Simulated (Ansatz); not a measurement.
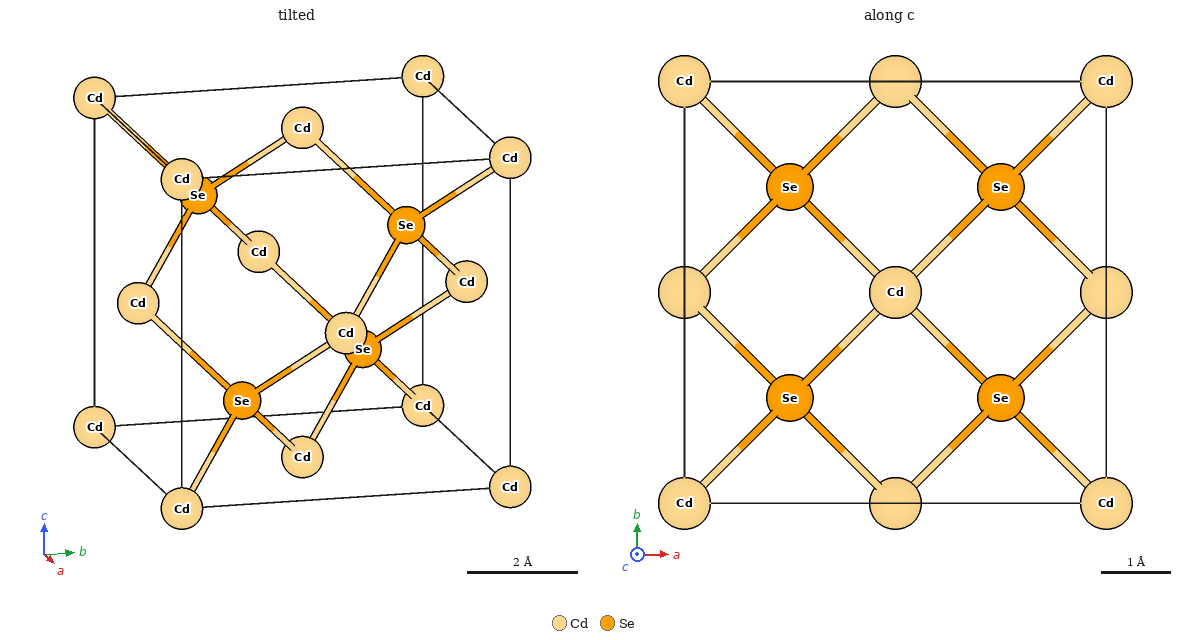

The figure gives a ball-and-stick picture of the atoms, viewed slightly off an axis and along the c axis. Lines trace the edges of the conventional unit cell. Cell: a = 6.20 Å, b = 6.20 Å, c = 6.20 Å, α = 90.00°, β = 90.00°, γ = 90.00°.

Origin of the cell: a structure listed in the Materials Project. Earlier steps of the study, as a rule a relaxation of our own, may have changed the cell and positions, so they can lie some per cent off the listed ones. Ansatz was used for an electronic-structure calculation on it.

Give a description of the structure.

Its composition is CdSe. The structure has F-43m (No. 216) symmetry and a face-centred cubic lattice. The prototype is zinc blende (sphalerite type). Atoms per cell: 8 (4 Cd, 4 Se). Cd is surrounded by four Se in a tetrahedral arrangement at about 2.7 Å. Se bonds to four Cd in a tetrahedral arrangement at about 2.7 Å. The bonds build a three-dimensional framework.

Computed with Ansatz, DFT PBE, scalar-relativistic, plane waves, PAW. Settings: a plane-wave cutoff of 420 eV, k-points about 0.18 Å⁻¹ apart, Gaussian smearing of 0.02 eV, no spin polarisation.

Metal or not?

A semiconductor at this level, with a gap of 0.49 eV, direct.

Predict the Bader charges.

Cd +0.72 e; Se -0.72 e.

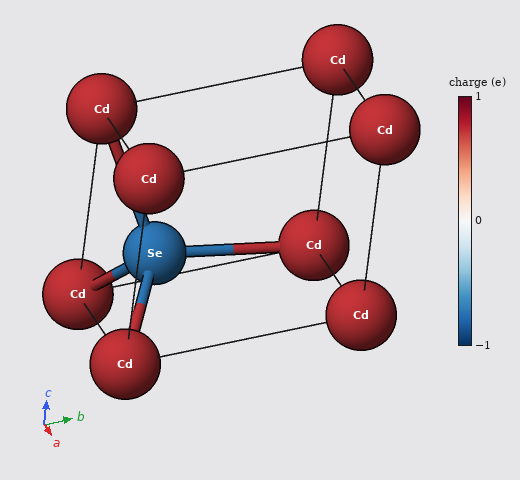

The atoms coloured by those charges. The run's cell of 2 atoms is drawn, so axes and origin can differ from the first picture.

Does the calculation find this structure at rest?

Yes. All forces vanish to within 0.01 eV/Å. The pressure is 0.0 GPa, close to zero.
